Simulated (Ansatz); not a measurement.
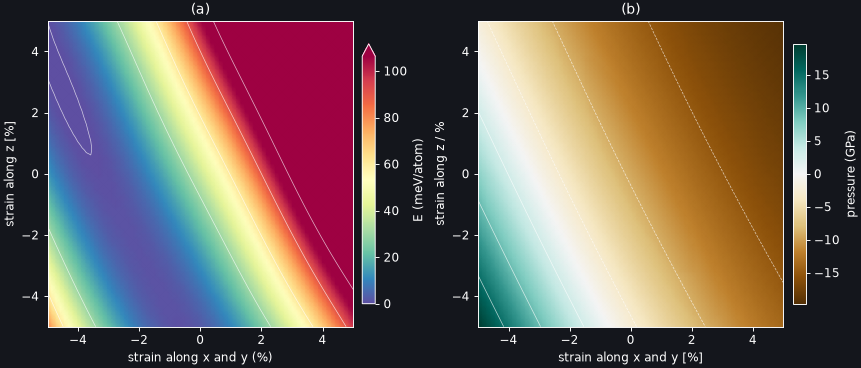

Au (Im-3m, No. 229; 1 atom in the cell). The cell is strained homogeneously, by one strain along x and y and another along z, with fractional coordinates fixed (x, y and z along the cube axes). Coordinates scanned: (1) strain along x and y; (2) strain along z. The scan uses a 5 × 5 grid. Energies are in meV/atom, from the lowest grid point. The reference cell is the one listed in the database, not relaxed at this level. These are results of DFT PBEsol, scalar-relativistic, plane waves, PAW in Ansatz 0.2.0, not measurements. Settings: cutoff 420 eV, k-mesh 20×20×20, gaussian smearing 0.15 eV, no spin polarisation.

Panel (a) is the energy and panel (b) the computed pressure on the same grid.

The picture shows a smooth colour map with a few white contour lines, one colour for all values above the top of the scale. Between grid points the surface is interpolated.

> How does the pressure vary over the map, and what is it at the lowest grid point?

It runs from −19.4 GPa at strain along x and y = 5.0 %, strain along z = 5.0 % to 19.7 GPa at strain along x and y = −5.0 %, strain along z = −5.0 %. At the lowest grid point, strain along x and y = −5.0 %, strain along z = 5.0 %, it is −2.0 GPa. That point lies on the edge of the scan.

| strain along z ↓, strain along x and y → | −5.0 | −2.5 | 0.0 | 2.5 | 5.0 |
| --- | --- | --- | --- | --- | --- |
| 5.0 | −2.0 | −9.2 | −14.1 | −17.4 | −19.4 |
| 2.5 | 2.2 | −6.1 | −12.0 | −16.0 | −18.5 |
| 0.0 | 7.1 | −2.5 | −9.4 | −14.2 | −17.3 |
| −2.5 | 12.9 | 1.8 | −6.3 | −11.9 | −15.8 |
| −5.0 | 19.7 | 7.0 | −2.4 | −9.1 | −13.8 |
